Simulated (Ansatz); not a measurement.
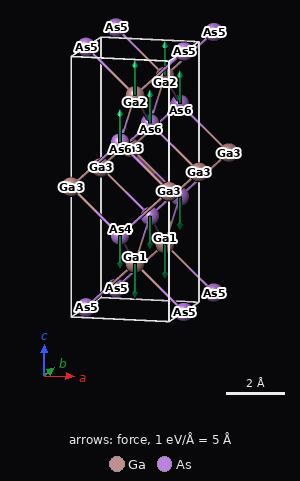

Starting geometry of solid GaAs (a generated structure, set up in Pmmm) (coarse preliminary run) with the computed forces as green arrows. A ball-and-stick model of the cell of the calculation, repeated 1 × 2 × 1 with one cell outlined, seen slightly off an axis.

Theory: Ansatz 0.2.0, DFT PBE, scalar-relativistic, plane waves, PAW.

Input
```yaml
crystal:
  lattice:
    - [3.50171067, 0.0, 0.0]
    - [0.0, 3.95262127, 0.0]
    - [0.0, 0.0, 9.13259032]
  atoms:
    - { symbol: Ga, position: [0.5, 0.5, 0.17804846] }
    - { symbol: Ga, position: [0.5, 0.5, 0.82195154] }
    - { symbol: Ga, position: [0.0, 0.0, 0.5] }
    - { symbol: As, position: [0.5, 0.0, 0.32195154] }
    - { symbol: As, position: [0.0, 0.5, 0.0] }
    - { symbol: As, position: [0.5, 0.0, 0.67804846] }
basis:
  ecutwfc: 420
kpoints:
  mp_grid: { grid: [6, 4, 2] }
hamiltonian:
  xc: pbe
scf:
  occupations: { method: gaussian, width: 0.1 }
  lower_state_search: "off"
output:
  forces: true
  stress: true
  eigenvalues: true
relax:
  adjacent_minimum: "off"
  f_tol: 0.04
  max_steps: 70
  cell: { stress_tol: 0.4 }
```

Launched with:
```bash
ansatz run input.yaml --threads 1 --pin off --max-ram 2560MiB --backend cpu --events-out ev --progress --plain --runs-dir out
```

Q: Is this structure relaxed? If not, where do the atoms go?

A: It isn't relaxed: the largest force vector, on Ga atoms, is 0.26 eV/Å. The final displacements have little in common with the starting forces (cosine between the two patterns 0.17). The largest moves relative to the cell, 0.067 Å, are those of Ga1 and Ga2. Ga1 goes along −c. By element the largest moves are Ga 0.067 Å, As 0.049 Å. Cell: a 3.502 → 3.813 Å (+8.9 %), b 3.953 → 3.934 Å (−0.5 %), c 9.133 → 9.890 Å (+8.3 %). Volume +17.4 %. Among the contacts that change: Ga3–As4 2.389 → 2.562 Å, Ga1–As5 2.389 → 2.550 Å, Ga1–As4 2.373 → 2.498 Å. Among the angles between lasting bonds that change: As6–Ga2–As6 112.8° → 103.9°, Ga2–As6–Ga2 112.8° → 103.9°, Ga1–As5–Ga1 94.2° → 96.8°. The space group stays Pmmm (No. 47). The energy falls by 183 meV per atom in 4 accepted moves (5 points after the start). The largest force component goes from 0.26 to 0.024 eV/Å. Pressure: 13.81 GPa at the start and 0.12 GPa at the end. The SCF was repeated once at an unchanged geometry on a basis and grid sized afresh for the cell, which shifted the energy by 1.7 meV per atom at most.

Limits of the set-up: the k-point mesh is coarse for a cell with partly filled bands.
